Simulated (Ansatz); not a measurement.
```xyz
17
Lattice="0.0000 5.4300 5.4300 5.4300 0.0000 5.4300 5.4300 5.4300 0.0000" Properties=species:S:1:pos:R:3 pbc="T T T"
Si    5.4288    0.0014    5.4295
Si    1.3487    1.3525    1.3496
Si    2.7120    2.7187    0.0161
Si    4.0775    4.0822    1.3502
Si    2.7124    0.0188    2.7155
Si    4.0784    1.3521    4.0793
Si    5.4113    2.7196    2.7167
Si    6.7739    4.0868    4.0837
Si    0.0151    2.7176    2.7140
Si    1.3495    4.0820    4.0782
Si    2.7143    5.4171    2.7152
Si    4.0804    6.7816    4.0816
Si    2.7148    2.7184    5.4122
Si    4.0805    4.0846    6.7770
Si    5.4283    5.4364    5.4326
Si    6.7781    6.7839    6.7792
Fe    8.1433    8.1521    8.1476
```

The SCF solution may not be the lowest one; PAW files of the earlier set (soft_1); spin-polarised.

Computed with DFT r2SCAN, scalar-relativistic, plane waves, PAW (Ansatz 0.2.0).

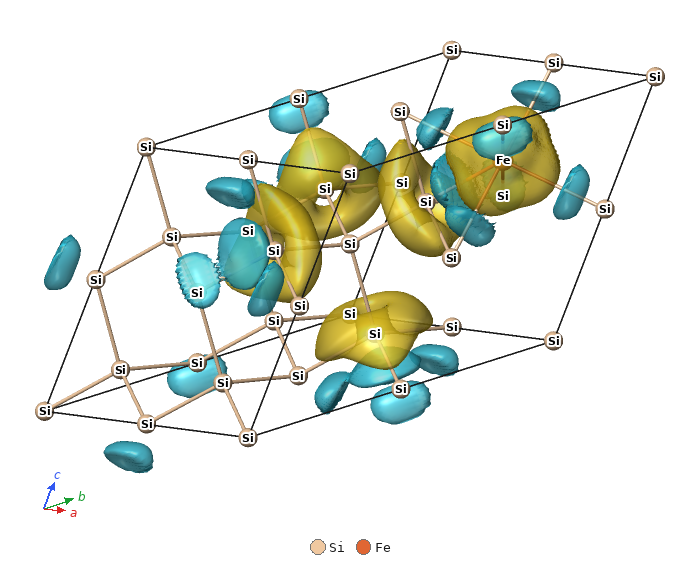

FeSi16 (cell with a defect). Isosurfaces of the magnetisation density (up minus down) at +0.008 (yellow) and −0.008 e/Å³ (cyan), seen at an oblique angle. Sticks mark near contacts.

In a PAW calculation such maps are meaningful between the atoms, not at the nuclei.

Question: Which atoms carry the moments, and with what signs?

Answer: The spin density sits on Fe: +2.0 μB in one cell of 17 atoms: a single local moment. The cell of the calculation (17 atoms) carries 2.2 μB of net spin moment.
